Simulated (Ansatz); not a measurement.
# Geometry relaxation, with input and output: Ti (part 2 of 2)

The same run, continued: Ti (slab, 5 atoms in the cell); DFT LDA, scalar-relativistic, plane waves, PAW, PAW set soft_1, no spin polarisation (Ansatz 0.2.0); cutoff 420 eV, 12×12×1 k-mesh, Gaussian smearing of 0.1 eV. The structure derives from an entry of the Crystallography Open Database. The input holds or restrains some coordinates. Forces given for the steps count only the free coordinates.

Geometry of the input (Å; fractional positions):
```
2.8641  0.0000  0.0000
-1.4321  2.4804  0.0000
0.0000  0.0000  23.0707
Ti 0.6667  0.3333  0.3034
Ti 0.3333  0.6667  0.4017
Ti 0.6667  0.3333  0.5000
Ti 0.3333  0.6667  0.5983
Ti 0.6667  0.3333  0.6966
```

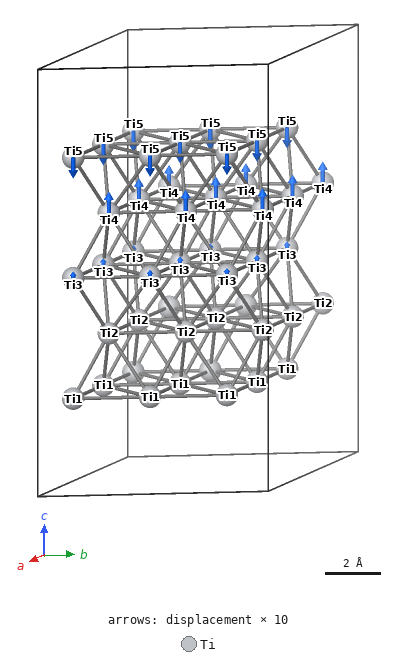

Fig. 1: The starting structure with the displacements as blue arrows, magnified 10 times (ball-and-stick view of the 3 × 3 repeat of the cell, with the vacuum cut short, seen slightly off an axis). The energy falls by 11.9 meV per atom in 3 geometry steps. The largest force component goes from 0.72 to 0.0045 eV/Å. The atom that moves furthest is Ti4 (0.081 Å). The lattice vectors keep their values. Among the contacts that change: Ti4–Ti5 2.807 → 2.679 Å, Ti3–Ti4 2.807 → 2.852 Å, Ti2–Ti3 2.807 → 2.827 Å. (Atoms are counted from 1 in the order of the input.)

```
WARN: The output density's exchange-correlation potential varies sharply where the density is thin. Do not read a vacuum level from v_tot or v_xc, or from such a field of the output density. On a cell that repeats whose density bears no net charge and no dipole along the vacuum's axis use v_es (v_loc + v_h of the components); under efield.dipole_correction with no amplitude use v_es + v_field, which holds any external_charges[].barrier, or the levels of the report's work_function block, which leave it out; under a non-zero efield.amplitude the vacuum is tilted and has no level; on a cell that repeats and bears such a dipole with no correction it is tilted too, and efield.dipole_correction with no amplitude gives each side of its ramp a level where efield: is served; in a cell that repeats whose density bears a net charge (total_charge, or a fill off its count) it is curved and has none; of a slab under crystal.periodic whose density bears no net charge use v_es, which has a level on each side, short of where the two are joined; of another it falls or rises all the way out and has none; of a slab beside external_charges read slab_vacuum_level instead, which it has where they leave it neutral. The grid or the basis barely resolves most such structure, and the values can differ between equally converged runs; as a rule a tighter scf.convergence.dr2_threshold does not remove it. Where the density itself ripples (under the LDA too) a higher basis.ecutwfc lessens it. The files hold the spikes' plane waves up to the density's cutoff. Files: v_tot_of_output_density and the like, and their columns of v_z.tsv (output.write_potential); v_xc_of_output_density and the like, and their columns of v_comp_z.tsv (output.write_potential_components). Measured: with its Gaussian average of σ = 0.25 Å subtracted twice, the exchange-correlation potential is over 0.1 eV at 9 of the grid points where the equally averaged density (valence and model cores) is under 1e-3 e/Å³, and 0.138 eV at the most among them, at an averaged density of 8.6e-6 e/Å³. The input density's (outcome.potential() and, of a run that writes arrays, v_tot and v_xc) is over 0.1 eV, so measured, at 6 points of its own thin density, 0.140 eV at the most. See output.write_potential in the manual, Limitations
SCF converged after 6 iterations
Free energy (F): -12249.523941 eV
Harris-Foulkes:  -12249.523941 eV  (|F-HF|=1.23e-8)
Internal energy: -12249.482280 eV  (E = F + TS)
E sigma→0 (E₀):  -12249.503110 eV
Entropy (-TS):   -0.041661 eV (-8.332 meV/atom)
Fermi energy:    4.720204 eV
Dipole field:    D = 0.005572 V/Å  (p = 0.005047 e·Å, saw-weighted, corrected)
Work function:   Φ+ = 4.6731 eV   Φ− = 4.8017 eV
Levels:          The Fermi level and band energies are counted from a zero that moves with the ramp; work functions are not
--- Per-component energies (eV) ---
  E_band       = -1287.150730
  E_kinetic    = 1412.279367
  E_local      = -51274.321800  (includes V_loc(G=0)·N_el)
  E_nonlocal   = 326.439149
  E_hartree    = 24925.858953
  E_xc         = -575.279729
  E_vxc        = -724.728693  (∫ρ·V_xc dr)
  E_paw        = -4971.557277  (= ΣΔE_a)
  E_vpaw       = -878.543064  (= ΣTr[D̂ρ^β])
  E_aug_tail   = -0.000395  (compensation charges beyond the density's cutoff)
  E_efield     = 0.000014  (sawtooth field / dipole correction)
  E_vefield    = -0.001699  (∫n·V_field dr)
  E_ewald      = 17905.469683
  E_core_change = 1.629753  (= ΣΔE_core)
  E_smearing   = -0.041661  (= −TS)
  E_closure    = -0.000000  (closes the sum)
  Σ components = -12249.523941   (vs F -12249.523941, Δ=0.00e0)
--- Forces (eV/Å), atoms counted from 1 ---
  atom   1  Ti     0.00000000    -0.00000000     0.62910801
  atom   2  Ti     0.00000000     0.00000000    -0.62907858
  atom   3  Ti     0.00000000    -0.00000000    -0.00401907
  atom   4  Ti     0.00000000     0.00000000     0.00451400
  atom   5  Ti     0.00000000    -0.00000000    -0.00051481
  max |Σ_I F_I| component: 9.57e-6 eV/Å
--- Band table (eV; the first three rows and the last of 19) ---
  k-point 0: bands = ["-51.5083", "-51.4622", "-51.3284", "-51.2471", "-51.1796", "-28.3795", "-28.2947", "-28.0323", "-27.7115", "-27.7115", "-27.7098", "-27.6624", "-27.6624", "-27.5368", "-27.5368", "-27.5141", "-27.4827", "-27.4827", "-27.4318", "-27.4318", "-1.2364", "-0.5128", "0.4860", "1.3542", "1.8086", "4.4474", "4.5901", "5.0847", "5.2271", "5.3339", "5.3339", "5.4114", "5.4114", "5.4768", "5.4768", "5.4942"]
  k-point 1: bands = ["-51.5009", "-51.4538", "-51.3204", "-51.2414", "-51.1750", "-28.3634", "-28.2844", "-28.0335", "-27.7683", "-27.7325", "-27.7217", "-27.6821", "-27.6738", "-27.5721", "-27.5480", "-27.5336", "-27.4977", "-27.4908", "-27.4666", "-27.4384", "-1.0317", "-0.3153", "0.6752", "1.5405", "1.9842", "4.3536", "4.5917", "4.8500", "5.0360", "5.1716", "5.2560", "5.3587", "5.4570", "5.5216", "5.5468", "5.6213"]
  k-point 2: bands = ["-51.4806", "-51.4306", "-51.2984", "-51.2259", "-51.1625", "-28.3198", "-28.2577", "-28.0448", "-27.8848", "-27.8417", "-27.7493", "-27.7395", "-27.7047", "-27.6580", "-27.6142", "-27.5780", "-27.5465", "-27.5132", "-27.5103", "-27.4568", "-0.4506", "0.2352", "1.1881", "2.0371", "2.4416", "4.0357", "4.3454", "4.5100", "4.5817", "4.8053", "4.9822", "5.1957", "5.3333", "5.6048", "5.7149", "5.7254"]
  k-point 18: bands = ["-51.3824", "-51.3167", "-51.1730", "-51.1640", "-51.1100", "-28.2003", "-28.1833", "-28.1784", "-28.1542", "-28.1398", "-28.1355", "-27.9920", "-27.9877", "-27.9321", "-27.8716", "-27.7870", "-27.7765", "-27.7163", "-27.6357", "-27.5996", "2.9014", "3.1311", "3.3439", "3.3963", "3.4398", "3.4537", "3.4711", "3.8865", "3.9987", "4.5977", "4.7354", "4.7966", "4.8292", "4.8396", "4.9750", "5.0323"]
--- Relaxed structure (4 steps of the walk, 4 accepted, 0 SCFs on fresh bases) ---
  F+E_penalty+E_count = -12249.52394052 eV   max|allowed force component| = 4.514e-3 eV/Å
  atoms:
    - { symbol: Ti, position: [0.6666666666666665, 0.33333333333333326, 0.30341449779999996] }
    - { symbol: Ti, position: [0.33333333333333326, 0.6666666666666665, 0.4017072488999999] }
    - { symbol: Ti, position: [0.6666666666666665, 0.33333333333333326, 0.5010702864369768] }
    - { symbol: Ti, position: [0.33333333333333326, 0.6666666666666665, 0.6017876560290425] }
    - { symbol: Ti, position: [0.6666666666666665, 0.33333333333333326, 0.693140217131023] }
```

**Trajectory as extended XYZ (Å, eV, eV/Å), 4 frames, from step=1 to step=4**
```
5
Lattice="2.8641 0.0000 0.0000 -1.4321 2.4804 0.0000 0.0000 0.0000 23.0707" Properties=species:S:1:pos:R:3:forces:R:3 step=1 energy=-12249.46424
Ti    1.4321    0.8268    7.0000    0.0000   0.0000   0.6120
Ti    0.0000    1.6536    9.2677    0.0000   0.0000  -0.7233
Ti    1.4321    0.8268   11.5354    0.0000   0.0000   0.0000
Ti    0.0000    1.6536   13.8031    0.0000   0.0000   0.7232
Ti    1.4321    0.8268   16.0708    0.0000   0.0000  -0.6120
5
Lattice="2.8641 0.0000 0.0000 -1.4321 2.4804 0.0000 0.0000 0.0000 23.0707" Properties=species:S:1:pos:R:3:forces:R:3 step=2 energy=-12249.50551
Ti    1.4321    0.8268    7.0000    0.0000   0.0000   0.6421
Ti    0.0000    1.6536    9.2677    0.0000   0.0000  -0.5831
Ti    1.4321    0.8268   11.5800    0.0000   0.0000  -0.1108
Ti    0.0000    1.6536   13.8940    0.0000   0.0000  -0.4250
Ti    1.4321    0.8268   15.9246    0.0000   0.0000   0.4756
5
Lattice="2.8641 0.0000 0.0000 -1.4321 2.4804 0.0000 0.0000 0.0000 23.0707" Properties=species:S:1:pos:R:3:forces:R:3 step=3 energy=-12249.52383
Ti    1.4321    0.8268    7.0000    0.0000   0.0000   0.6285
Ti    0.0000    1.6536    9.2677    0.0000   0.0000  -0.6282
Ti    1.4321    0.8268   11.5594    0.0000   0.0000   0.0103
Ti    0.0000    1.6536   13.8887    0.0000   0.0000  -0.0398
Ti    1.4321    0.8268   15.9903    0.0000   0.0000   0.0295
5
Lattice="2.8641 0.0000 0.0000 -1.4321 2.4804 0.0000 0.0000 0.0000 23.0707" Properties=species:S:1:pos:R:3:forces:R:3 step=4 energy=-12249.52394
Ti    1.4321    0.8268    7.0000    0.0000   0.0000   0.6291
Ti    0.0000    1.6536    9.2677    0.0000   0.0000  -0.6291
Ti    1.4321    0.8268   11.5601    0.0000   0.0000  -0.0040
Ti    0.0000    1.6536   13.8837    0.0000   0.0000   0.0045
Ti    1.4321    0.8268   15.9913    0.0000   0.0000  -0.0005
```

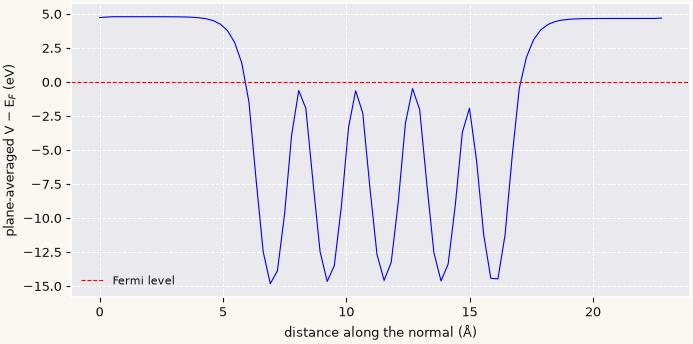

Fig. 2: Plane average of the electrostatic potential energy of an electron across the cell, from the Fermi level. The vacuum level lies 4.67 eV above the Fermi level on the upper side and 4.80 eV on the lower.

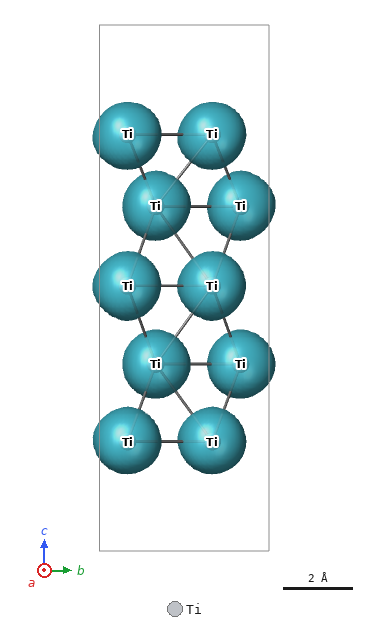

Fig. 3: Isosurface of the valence pseudo-density at 0.4 e/Å³ (cyan), seen along the a axis. Sticks mark near contacts. At this value the density breaks into separate islands; it holds about 75 % of the electrons treated as valence (semicore included). It is pinched off along the Ti–Ti (2.68 Å), Ti–Ti (2.81 Å) and Ti–Ti (2.85 Å) contacts. On the grid the lowest density along these lines, outside the cores, is 0.25 e/Å³ (Ti–Ti, 2.68 Å), 0.22 e/Å³ (Ti–Ti, 2.81 Å) and 0.2 e/Å³ (Ti–Ti, 2.85 Å). Core electrons are frozen (PAW), so the fields are smoothed inside the atomic spheres.

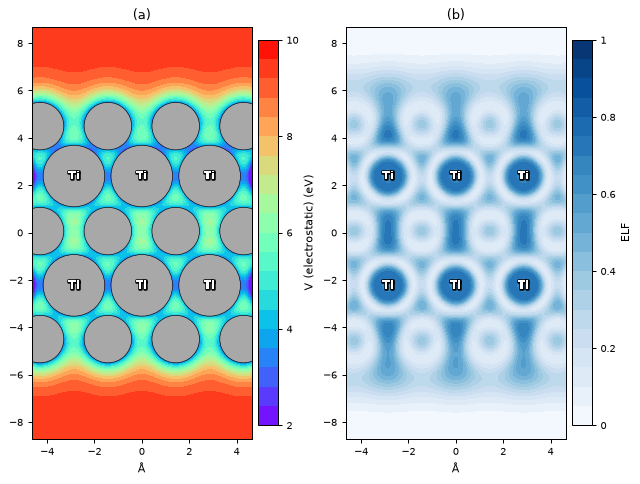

Fig. 4: (a) electrostatic potential (local pseudopotential plus Hartree) felt by an electron; (b) electron localisation function on the (010) plane of the calculation cell, a cut from vacuum to vacuum. Grey discs, where drawn, cover atomic cores. The section cuts through Ti sites. Ti–Ti (2.86 Å): the ELF is about 0.25 at the midpoint; no shared electron pair. The strong features right at Ti lie inside the PAW spheres (semicore, d or f shells) and say nothing about bonding.

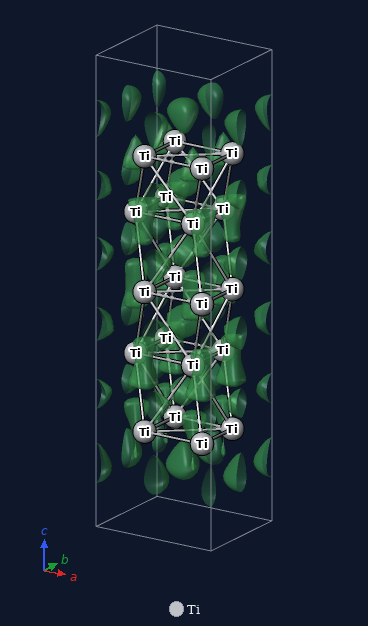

Fig. 5: Isosurface of the ELF at 0.55 (green), seen slightly off an axis. Core shells and regions of very low density are left out. Sticks mark near contacts. Profiles from the grid: Ti–Ti (2.68 Å): the ELF is about 0.20 at the midpoint; no localised pair between them. Ti–Ti (2.81 Å): the ELF is about 0.20 at the midpoint (no localised pair between them).

**Results in brief**

| quantity | value |
| --- | --- |
| outcome | converged under the restraints of the input |
| electrons treated | 60 |
| free energy | −12249.5239 eV |
| work function, top face | 4.67 eV |
| work function, bottom face | 4.80 eV |
| Fermi energy | 4.720 eV |
| gap on the k-point mesh | none (metallic) |
| final volume | 163.90 Å³ |
| work function (upper face) | 4.67 eV |
| largest force (length of the vector) at the end, held atoms and coordinates included | 0.629 eV/Å |
| hardware | 1 thread of Arm Neoverse V2, 24 GiB of memory available, shared host |
| wall time | 57 s |
| peak memory | 0.37 GiB |

**Remarks**

Warnings of the run: the PAW datasets were made with another functional; the exchange-correlation potential is rough where the density is thin.
